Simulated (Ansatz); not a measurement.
# Binding across the interface in twisted graphene monolayer on bilayer, 21.79° (42 atoms)

Aim: the interaction energy between the two parts of twisted graphene monolayer on bilayer, 21.79° (42 atoms) and its distance dependence.

Program: Ansatz 0.2.0. Level of theory: Kohn-Sham DFT, LDA, PAW (set soft_2), plane waves. Results are calculated unless marked as measured.

**1. Starting point**

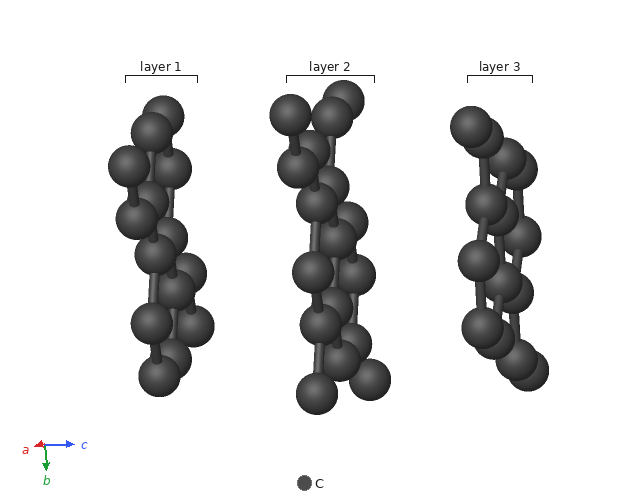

The cell as given, from the side, with the c axis across the page (carbon dark grey). Bonds to atoms that aren't drawn are left out. Some periodic images of atoms are drawn too.

The cell holds 42 atoms: 42 C. Its edges and angles: a = 6.508 Å, b = 6.509 Å, c = 20.690 Å, α = 90.0°, β = 90.0°, γ = 120.0°. It derives from C (graphene). Graphene (a = 2.46 Å) under graphene (a = 2.46 Å), monolayer on bilayer, commensurate cell of 7 unit cells a layer, twist 21.79 deg; facing planes 3.32, 3.37 Å apart as built; 14 Å of vacuum; minimised with a classical potential. Regions: layer 1, 14 atoms (14 C); layer 2, 14 atoms (14 C); layer 3, 14 atoms (14 C). Vacuum lies along c.

What the set-up can't give: The cell is under 6 Å thick along two periodic directions, so every atom has periodic images of itself close by, which move with it and show among its neighbours and in g(r).

**2. Single point at the start**

The forces at the start show how far the geometry lies from a minimum of this functional.

input.yaml

```yaml
crystal:
  lattice:
    - [6.5085, 0.0, 0.0]
    - [-3.25425, 5.63653, 0.0]
    - [0.0, 0.0, 20.69]
  atoms:
    - { symbol: C, position: [0.19048, 0.2381, 0.3364] }
    - { symbol: C, position: [0.2381, 0.04762, 0.33636] }
    - { symbol: C, position: [0.33333, 0.66667, 0.3364] }
    - { symbol: C, position: [0.38095, 0.47619, 0.33636] }
    - { symbol: C, position: [0.47619, 0.09524, 0.3364] }
    - { symbol: C, position: [0.52381, 0.90476, 0.33636] }
    - { symbol: C, position: [0.61905, 0.52381, 0.3364] }
    - { symbol: C, position: [0.66667, 0.33333, 0.33636] }
    - { symbol: C, position: [0.7619, 0.95238, 0.3364] }
    - { symbol: C, position: [0.80952, 0.7619, 0.33636] }
    - { symbol: C, position: [0.90476, 0.38095, 0.3364] }
    - { symbol: C, position: [0.95238, 0.19048, 0.33636] }
    - { symbol: C, position: [0.04762, 0.80952, 0.3364] }
    - { symbol: C, position: [0.09524, 0.61905, 0.33636] }
    - { symbol: C, position: [0.38095, 0.47619, 0.49949] }
    - { symbol: C, position: [0.42857, 0.28571, 0.49942] }
    - { symbol: C, position: [0.52382, 0.90477, 0.49949] }
    - { symbol: C, position: [0.57143, 0.71429, 0.49944] }
    - { symbol: C, position: [0.66667, 0.33334, 0.49944] }
    - { symbol: C, position: [0.7143, 0.14287, 0.49942] }
    - { symbol: C, position: [0.80952, 0.76191, 0.49948] }
    - { symbol: C, position: [0.85714, 0.57143, 0.49942] }
    - { symbol: C, position: [0.95239, 0.19048, 0.49948] }
    - { symbol: C, position: [0.0, 0.0, 0.49947] }
    - { symbol: C, position: [0.09524, 0.61906, 0.49949] }
    - { symbol: C, position: [0.14286, 0.42858, 0.49944] }
    - { symbol: C, position: [0.2381, 0.04762, 0.49948] }
    - { symbol: C, position: [0.28572, 0.85715, 0.49944] }
    - { symbol: C, position: [0.38095, 0.90476, 0.66295] }
    - { symbol: C, position: [0.33333, 0.66667, 0.66291] }
    - { symbol: C, position: [0.2381, 0.19048, 0.66294] }
    - { symbol: C, position: [0.19047, 0.95238, 0.66295] }
    - { symbol: C, position: [0.52381, 0.61905, 0.66295] }
    - { symbol: C, position: [0.4762, 0.38096, 0.66297] }
    - { symbol: C, position: [0.80952, 0.04761, 0.66294] }
    - { symbol: C, position: [0.76191, 0.80953, 0.66295] }
    - { symbol: C, position: [0.66667, 0.33333, 0.66299] }
    - { symbol: C, position: [0.61904, 0.09524, 0.66297] }
    - { symbol: C, position: [0.95239, 0.7619, 0.66294] }
    - { symbol: C, position: [0.90476, 0.5238, 0.66297] }
    - { symbol: C, position: [0.09524, 0.47619, 0.66295] }
    - { symbol: C, position: [0.04762, 0.23809, 0.66295] }
kpoints:
  mp_grid: { grid: [3, 3, 1] }
hamiltonian:
  xc: lda
scf:
  occupations: { method: gaussian, width: 0.05 }
output:
  forces: true
```

Run with:

```bash
> ansatz run input.yaml --threads 4 --pin off --max-ram 8192MiB --backend cpu --events-out ev --progress --plain --runs-dir out
```

Numbers of over 12 decimals in the logs are rounded to 6 here.

The program printed:

```text
Warning: the atoms were moved onto the symmetric positions of the space group found under crystal.symmetry.tolerance 1.0e-5 (fractional; no operation is sought that the atoms, as they stand in a round, miss by more than twice it, and no atom is moved by as much as it), and the run uses the moved positions. [...]
[...]
Pseudopotentials: kind: paw
Pseudopotential: C, paw, valence charge 4, recommended cutoff 420 eV (normal), C.paw.azcp
[...]
Crystal: 42 atoms, lattice volume = 759.020 Å³
Basis set: ecut = 420 eV, 14793 PW (Γ)
Bands: 126, of which v1, the nominal top of the filled ones, is band 84 counted from 1 (83 counted from 0)
Symmetry: 3 space group operations
Space group: P3 (ITA 143), of the structure as read, at distance tolerance 9.1e-5 Å
k-points: 3 of 9 (time reversal used)
[...]
Initial density: superposition of atomic densities (neutral atoms: chi_scale 0, normalization atom), corrected by the library's trained network
Initial wavefunctions: pseudopotential atomic-orbital guess
[...]
SCF iter   1: F=—  HF=-10204.398534 eV  |F-HF|=—  |Δ(HF+E_count)|=         —  Δρ=4.80e-3  dr2=2.02e-1  ethr=1.77e-3  ⟨swp⟩=11.7  Hψ=2593  notcnv=0  defer=65
preconditioner: auto → LDOS  [insulator: Δε(μ)=0.056 eV  Ē_g=14.908 eV  σ=0.050 eV  W_gap=0.52  n_scr=108 (ndim 8)  ℏωp=17.5 eV  f_vac=0.504  D(μ)=16.20/eV (n_scr^D=96)  ε∞_Penn≈2.4  β→1.0]
[...]
SCF iter   9: F=—  HF=-10204.393083 eV  |F-HF|=—  |Δ(HF+E_count)|=   2.23e-7  Δρ=5.53e-6  dr2=4.74e-7  ethr=9.82e-10  ⟨swp⟩=2.0  Hψ=345  notcnv=0  defer=91
SCF iter  10: F=-10204.393083 eV  HF=-10204.393083 eV  |F-HF|=1.32e-8  |Δ(HF+E_count)|=   1.13e-7  Δρ=1.79e-6  dr2=3.39e-8  ethr=5.95e-11  ⟨swp⟩=3.0  Hψ=1314  notcnv=0
SCF 1 converged in 10 iterations: F = -10204.393083 eV  dr2 = 3.39e-8
[...]
SCF converged after 10 iterations
Free energy (F): -10204.393083 eV
Harris-Foulkes:  -10204.393083 eV  (|F-HF|=1.32e-8)
Internal energy: -10204.368025 eV  (E = F + TS)
E sigma→0 (E₀):  -10204.380554 eV
Entropy (-TS):   -0.025059 eV (-0.597 meV/atom)
Fermi energy:    0.932993 eV
--- Per-component energies (eV) ---
[...]
Σ components = -10204.393083   (vs F -10204.393083, Δ=0.00e0)
--- Forces (eV/Å), atoms counted from 1 ---
  atom   1  C     -0.00094825    -0.00065722    -0.02184094
  atom   2  C     -0.00116786    -0.00077973     0.05827862
  atom   3  C      0.00000000     0.00000000    -0.02133469
  atom   4  C      0.00169744     0.00007216     0.05735188
[...]
atom  42  C      0.02130766    -0.00305387     0.00081245
  max |Σ_I F_I| component: 1.21e-3 eV/Å
```

It took 6.1 s on 4 threads of Arm Neoverse V2, shared host; peak memory 1.3 GiB; 24 s of CPU time.

Reading the cycles: dr2 is the Hartree energy of the density residual (eV), the measure of convergence; HF is the Harris–Foulkes estimate of the energy, which meets the free energy F at convergence.

The program notes that positions were snapped to a detected symmetry.

The r.m.s. force at the start is 0.023 eV/Å.

**3. Relaxation**

The atoms are relaxed in the fixed cell, aiming at the force tolerance of the input.

input.yaml

```yaml
crystal:
  lattice:
    - [6.5085, 0.0, 0.0]
    - [-3.25425, 5.63653, 0.0]
    - [0.0, 0.0, 20.69]
  atoms:
    [... the 42 atom lines of step 2 ...]
kpoints:
  mp_grid: { grid: [3, 3, 1] }
hamiltonian:
  xc: lda
scf:
  occupations: { method: gaussian, width: 0.05 }
output:
  forces: true
relax:
  f_tol: 0.05
  max_steps: 120
```

The program printed:

```text
[...]
Crystal: 42 atoms, lattice volume = 759.020 Å³
Basis set: ecut = 420 eV, 14793 PW (Γ)
Bands: 126, of which v1, the nominal top of the filled ones, is band 84 counted from 1 (83 counted from 0)
Symmetry: 3 space group operations
[...]
k-points: 3 of 9 (time reversal used)
[...]
SCF iter   1: F=—  HF=-10204.398546 eV  |F-HF|=—  |Δ(HF+E_count)|=         —  Δρ=4.80e-3  dr2=2.02e-1  ethr=1.77e-3  ⟨swp⟩=11.7  Hψ=2593  notcnv=0  defer=65
[...]
SCF iter   5: F=-10204.393063 eV  HF=-10204.393063 eV  |F-HF|=4.79e-7  |Δ(HF+E_count)|=   1.85e-6  Δρ=6.54e-5  dr2=4.04e-5  ethr=3.01e-7  ⟨swp⟩=2.0  Hψ=440  notcnv=0  defer=91
SCF iter   6: F=-10204.393075 eV  HF=-10204.393080 eV  |F-HF|=4.63e-6  |Δ(HF+E_count)|=   1.73e-5  Δρ=2.88e-5  dr2=1.27e-5  ethr=2.40e-8  ⟨swp⟩=1.7  Hψ=1008  notcnv=0
SCF 1 converged in 6 iterations: F = -10204.393075 eV  dr2 = 1.27e-5
[...]
relax step   1: F+E_penalty+E_count = -10204.39307542 eV  Δ(F+E_penalty+E_count) = +0.000e0 eV  max|allowed force component| = 7.132e-2 eV/Å  Δτ_max = 0.0000 Å  (6 SCF iters, dr2 threshold 6.25e-5 eV, accepted)
[...]
relax step   2: F+E_penalty+E_count = -10204.30509853 eV  Δ(F+E_penalty+E_count) = +8.798e-2 eV  max|allowed force component| = 9.420e-2 eV/Å  Δτ_max = 0.1950 Å  (17 SCF iters, rejected (line search))
[...]
relax step   3: F+E_penalty+E_count = -10204.41229235 eV  Δ(F+E_penalty+E_count) = -1.922e-2 eV  max|allowed force component| = 2.794e-2 eV/Å  Δτ_max = 0.0604 Å  (10 SCF iters, accepted)
SCF converged after 10 iterations
Free energy (F): -10204.412292 eV
[...]
Internal energy: -10204.387237 eV  (E = F + TS)
E sigma→0 (E₀):  -10204.399765 eV
Entropy (-TS):   -0.025055 eV (-0.597 meV/atom)
Fermi energy:    0.931452 eV
[...]
Σ components = -10204.412292   (vs F -10204.412292, Δ=0.00e0)
--- Forces (eV/Å), atoms counted from 1 ---
  atom   1  C     -0.00076456    -0.00055839     0.02783852
  atom   2  C     -0.00086206    -0.00064709    -0.02240358
  atom   3  C      0.00000000     0.00000000     0.02758852
  atom   4  C      0.00139964     0.00015143    -0.02226794
[...]
atom  42  C      0.01336896    -0.00097627    -0.00164028
  max |Σ_I F_I| component: 1.23e-3 eV/Å
--- Relaxed structure (3 steps of the walk, 2 accepted, 0 SCFs on fresh bases) ---
  F+E_penalty+E_count = -10204.41229235 eV   max|allowed force component| = 2.794e-2 eV/Å
  atoms:
    - { symbol: C, position: [0.190480, 0.238100, 0.339092] }
    - { symbol: C, position: [0.238099, 0.047619, 0.339249] }
    - { symbol: C, position: [0.333333, 0.666667, 0.339090] }
    - { symbol: C, position: [0.380951, 0.476190, 0.339244] }
[...]
- { symbol: C, position: [0.047620, 0.238082, 0.662889] }
```

Wall time 18 s (4 threads); peak memory 1.3 GiB; 71 s of CPU time.

The relaxation converged after 3 steps, 0.0192 eV below its start, with a largest force component of 0.028 eV/Å.

**4. Single point at the relaxed geometry**

The electronic structure is read at the final geometry, in a run of its own.

input.yaml

```yaml
crystal:
  lattice:
    - [6.5085, 0.0, 0.0]
    - [-3.25425, 5.63653, 0.0]
    - [0.0, 0.0, 20.69]
  atoms:
    - { symbol: C, position: [0.19048, 0.2381, 0.33909] }
    - { symbol: C, position: [0.2381, 0.04762, 0.33925] }
    - { symbol: C, position: [0.33333, 0.66667, 0.33909] }
    - { symbol: C, position: [0.38095, 0.47619, 0.33924] }
    - { symbol: C, position: [0.47619, 0.09524, 0.33909] }
    - { symbol: C, position: [0.52381, 0.90476, 0.33924] }
    [... 30 atom lines left out ...]
    - { symbol: C, position: [0.66667, 0.33333, 0.66302] }
    - { symbol: C, position: [0.61903, 0.09524, 0.66296] }
    - { symbol: C, position: [0.9524, 0.7619, 0.6629] }
    - { symbol: C, position: [0.90476, 0.52379, 0.66296] }
    - { symbol: C, position: [0.09524, 0.47619, 0.66291] }
    - { symbol: C, position: [0.04762, 0.23808, 0.66289] }
kpoints:
  mp_grid: { grid: [3, 3, 1] }
hamiltonian:
  xc: lda
scf:
  occupations: { method: gaussian, width: 0.05 }
output:
  forces: true
  populations: intrinsic
  dos:
    method: { smearing: { sigma: 0.08 } }
    de: 0.1
    projected:
      site_lists:
        C: [C]
        layer_1: [0, 1, 2, 3, 4, 5, 6, 7, 8, 9, 10, 11, 12, 13]
        layer_2: [14, 15, 16, 17, 18, 19, 20, 21, 22, 23, 24, 25, 26, 27]
        layer_3: [28, 29, 30, 31, 32, 33, 34, 35, 36, 37, 38, 39, 40, 41]
  eigenvalues: true
  write_density: true
  write_potential: true
  volumetric_format: npy
  elf: true
```

The program printed:

```text
[...]
Crystal: 42 atoms, lattice volume = 759.020 Å³
Basis set: ecut = 420 eV, 14793 PW (Γ)
Bands: 126, of which v1, the nominal top of the filled ones, is band 84 counted from 1 (83 counted from 0)
Symmetry: 3 space group operations
[...]
k-points: 3 of 9 (time reversal used)
[...]
SCF iter   1: F=—  HF=-10204.442710 eV  |F-HF|=—  |Δ(HF+E_count)|=         —  Δρ=5.59e-3  dr2=1.14e0  ethr=1.77e-3  ⟨swp⟩=12.0  Hψ=2609  notcnv=0  defer=64
[...]
SCF iter  14: F=-10204.412298 eV  HF=-10204.412298 eV  |F-HF|=3.18e-9  |Δ(HF+E_count)|=   4.10e-9  Δρ=2.85e-7  dr2=3.80e-9  ethr=5.95e-11  ⟨swp⟩=7.0  Hψ=1806  notcnv=0
SCF 1 converged in 14 iterations: F = -10204.412298 eV  dr2 = 3.80e-9
[...]
WARN: The output density's exchange-correlation potential varies sharply where the density is thin. Do not read a vacuum level from v_tot or v_xc, or from such a field of the output density. On a cell that repeats whose density bears no net charge and no dipole along the vacuum's axis use v_es (v_loc + v_h of the components); [...]
SCF converged after 14 iterations
Free energy (F): -10204.412298 eV
[...]
Internal energy: -10204.387243 eV  (E = F + TS)
E sigma→0 (E₀):  -10204.399771 eV
Entropy (-TS):   -0.025055 eV (-0.597 meV/atom)
Fermi energy:    0.931445 eV
[...]
--- Forces (eV/Å), atoms counted from 1 ---
  atom   1  C     -0.00095829    -0.00066984     0.02854547
  atom   2  C     -0.00113029    -0.00078580    -0.02337636
  atom   3  C      0.00000000     0.00000000     0.02615466
  atom   4  C      0.00180883     0.00004669    -0.02137903
  atom   5  C      0.00127955    -0.00104871     0.02780613
  atom   6  C     -0.00094485     0.00154315    -0.02137903
  atom   7  C     -0.00154799    -0.00058377     0.02780613
  atom   8  C     -0.00000000    -0.00000000    -0.02308438
  atom   9  C      0.00105925    -0.00049498     0.02854547
  atom  10  C     -0.00011538     0.00137176    -0.02337636
  atom  11  C      0.00026844     0.00163248     0.02780613
  atom  12  C      0.00124566    -0.00058596    -0.02337636
  atom  13  C     -0.00010096     0.00116483     0.02854547
  atom  14  C     -0.00086399    -0.00158984    -0.02137903
[...]
atom  41  C     -0.00578031     0.00023824    -0.00439973
  atom  42  C      0.01268356     0.00055293    -0.00019944
  max |Σ_I F_I| component: 1.41e-3 eV/Å
--- Band table (eV) ---
[...]
--- intrinsic populations: 42 sites ---
  site symbol       q [e]
     0      C      4.0011
     1      C      3.9980
     2      C      4.0011
[...]
41      C      3.9991
  spilling = 0.000000 (of n_electrons = 168.000000)
```

Elapsed: 13 s, on 4 threads; peak memory 1.4 GiB; 52 s of CPU time.

The program notes that the exchange-correlation potential is rough where the density is thin.

Read from the output:

```
free energy                                   : -10204.4123 eV
free energy per atom                          : -242.9622 eV/atom
SCF cycles                                    : 14
r.m.s. force component                        : 0.01257 eV/Å
longest force                                 : 0.02871 eV/Å
Fermi energy                                  : 0.9314 eV
levels partly filled by over 2 per cent       : 4
potential in mid-vacuum, over the Fermi level : 4.575 eV
potential 4.5 Å over the upper face           : 4.575 eV
potential 4.5 Å under the lower face          : 4.575 eV
```

Intrinsic-atomic-orbital charges by element:

| element | coordination | atoms | mean charge (e) | spread | least | most |
| --- | --- | --- | --- | --- | --- | --- |
| C | all | 42 | 0 | 0.0017 | -0.0035 | 0.0021 |

By region:

```csv
region,atoms,mean length of the force (eV/Å),net charge (e)
layer 1,14,0.025,0.01
layer 2,14,0.026,-0.01
layer 3,14,0.009,0.01
```

Density of states as counts of states in windows of 1 eV (from the Fermi level), total and the larger projections:

| from (eV) | to (eV) | total | C p | layer 1 | layer 2 | layer 3 | C s |
| --- | --- | --- | --- | --- | --- | --- | --- |
| -14 | -13 | 4.0 | 1.9 | 1.3 | 1.3 | 1.3 | 2.1 |
| -13 | -12 | 10.7 | 6.9 | 3.5 | 3.5 | 3.5 | 3.6 |
| -12 | -11 | 4.0 | 2.7 | 1.3 | 1.3 | 1.3 | 1.2 |
| -11 | -10 | 6.3 | 4.6 | 2.2 | 2.0 | 2.1 | 1.6 |
| -10 | -9 | 11.0 | 8.7 | 3.6 | 3.7 | 3.6 | 2.2 |
| -9 | -8 | 8.4 | 6.9 | 2.8 | 2.8 | 2.7 | 1.3 |
| -8 | -7 | 12.0 | 10.9 | 4.1 | 3.5 | 4.2 | 0.9 |
| -7 | -6 | 20.5 | 19.2 | 6.6 | 7.1 | 6.6 | 1.1 |
| -6 | -5 | 14.5 | 14.3 | 4.8 | 5.3 | 4.4 | 0.1 |
| -5 | -4 | 13.1 | 12.7 | 4.4 | 3.8 | 4.8 | 0.3 |
| -4 | -3 | 11.5 | 11.4 | 3.8 | 4.2 | 3.4 | 0.0 |
| -3 | -2 | 9.7 | 9.7 | 3.1 | 2.8 | 3.8 | 0.0 |
| -2 | -1 | 4.4 | 4.4 | 1.5 | 1.6 | 1.3 | 0.0 |
| -1 | 0 | 1.5 | 1.5 | 0.5 | 0.5 | 0.5 | 0.0 |
| 0 | 1 | 1.1 | 1.1 | 0.4 | 0.4 | 0.3 | 0.0 |
| 1 | 2 | 5.4 | 5.2 | 2.0 | 1.8 | 1.4 | 0.0 |
| 2 | 3 | 10.6 | 10.2 | 3.1 | 3.4 | 3.7 | 0.0 |
| 3 | 4 | 3.0 | 2.1 | 0.7 | 0.6 | 0.7 | 0.0 |
| 4 | 5 | 8.2 | 5.1 | 1.7 | 1.7 | 1.8 | 0.0 |

The curve was stored every 0.100 eV, coarse against its broadening of 0.08 eV, so these counts are rough.

Between -20 and -14 eV lie 37 more states.

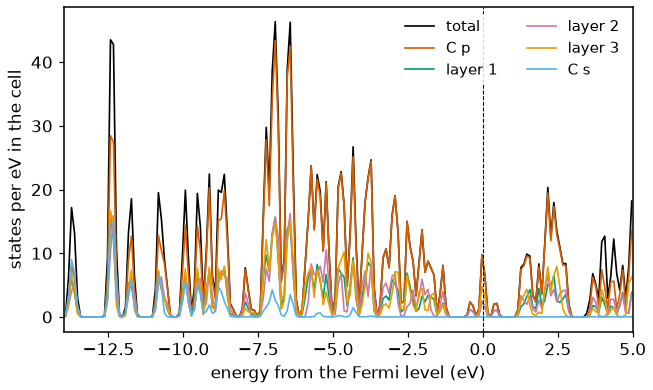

Total and projected density of states, with the broadening of the input.

The levels nearest the highest filled one (over half full), pooled over k-points and spins:

| level less the highest filled one (eV) | occupation |
| --- | --- |
| -2.01 | 2 |
| -1.84 | 2 |
| -1.68 | 2 |
| -1.35 | 2 |
| -0.392 | 2 |
| 0 | 1.05 |
| 0.003 | 0.987 |
| 0.003 | 0.987 |
| 0.0036 | 0.972 |
| 0.422 | 0 |
| 1.30 | 0 |
| 1.45 | 0 |

Planar average of the electrostatic potential energy along the normal, with the Fermi level as zero, after a running mean with a triangular window 4 Å wide at its base:

| height (Å) | potential energy (eV) |
| --- | --- |
| 0.0 | 4.57 |
| 0.9 | 4.57 |
| 1.6 | 4.57 |
| 2.4 | 4.57 |
| 3.3 | 4.57 |
| 4.2 | 4.45 |
| 4.9 | 3.23 |
| 5.7 | -1.87 |
| 6.6 | -7.44 |
| 7.3 | -7.94 |
| 8.2 | -4.02 |
| 9.1 | -3.87 |
| 9.9 | -7.70 |
| 10.6 | -7.69 |
| 11.5 | -3.21 |
| 12.4 | -2.76 |
| 13.2 | -7.03 |
| 13.9 | -8.18 |
| 14.8 | -3.17 |
| 15.7 | 2.40 |
| 16.4 | 4.34 |
| 17.2 | 4.56 |
| 18.1 | 4.57 |
| 19.0 | 4.57 |
| 19.7 | 4.57 |
| 20.5 | 4.57 |

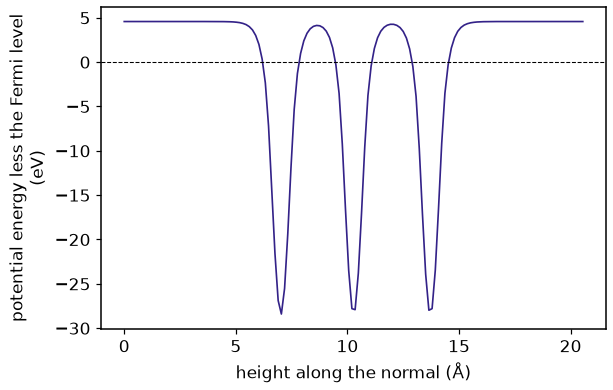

Planar average of the electrostatic potential energy; the dashed line is the Fermi level.

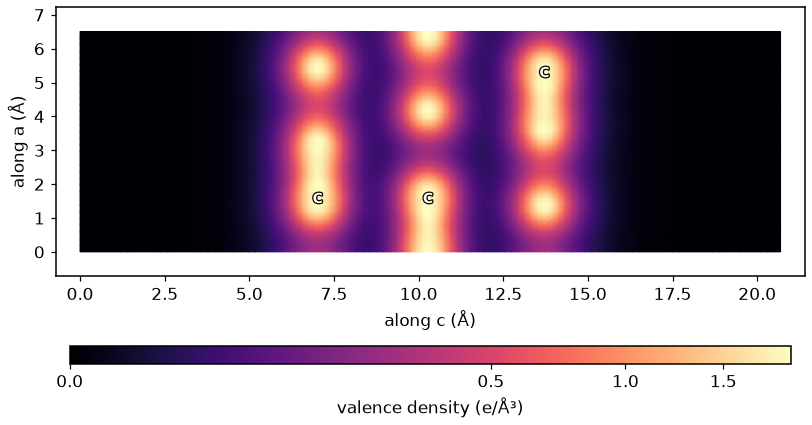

Valence density in the ca plane at fractional y = 0.048, with atoms of C within 0.2 Å of it. It is the smooth field of the valence electrons, not physical close to the nuclei. The colour scale is stretched toward low values.

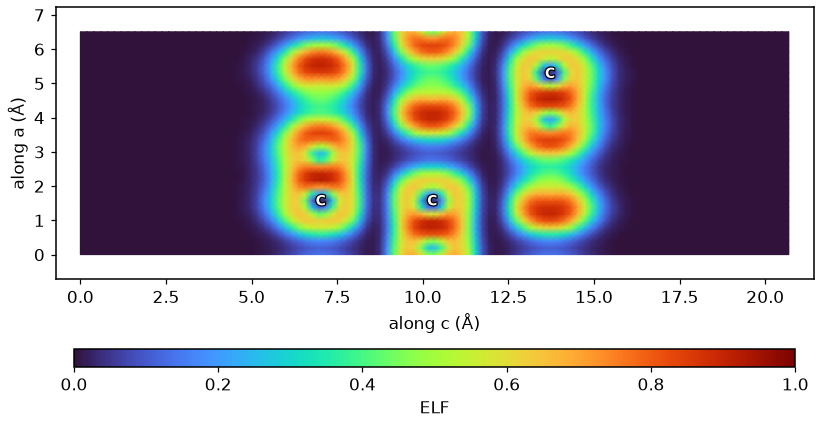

ELF in the ca plane at fractional y = 0.048, with atoms of C within 0.2 Å of it. It is the smooth field of the valence electrons, not physical close to the nuclei.

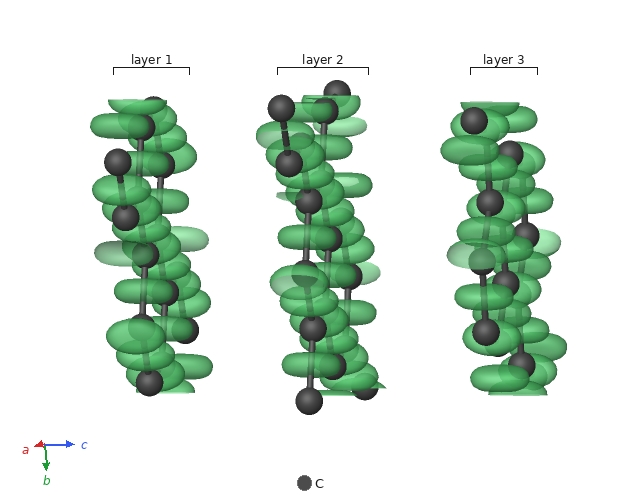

Surface of ELF = 0.85. Bonds to atoms that aren't drawn are left out.

No gap is quoted, since levels at the Fermi energy are partly filled. Intrinsic-atomic-orbital charges run from -0.00 to +0.00 e. Within 0.4 eV of the Fermi level the largest share is C p (100 % of the projected weight). The potential stands 4.57 eV above the Fermi level over the upper face and 4.57 eV under the lower one, a reading of the work function, with no dipole correction.

(Continued in part 2 of 3.)

[Logs are printed without paths, hosts, clocks, repeated set-up lines and the standing remarks that a program may print on its own settings, such as how far it seeks lower states.]

[Hosts, paths, dates, database ids (printed as entryN), source tags and the programs' standing remarks are cut or masked in the printed files.]
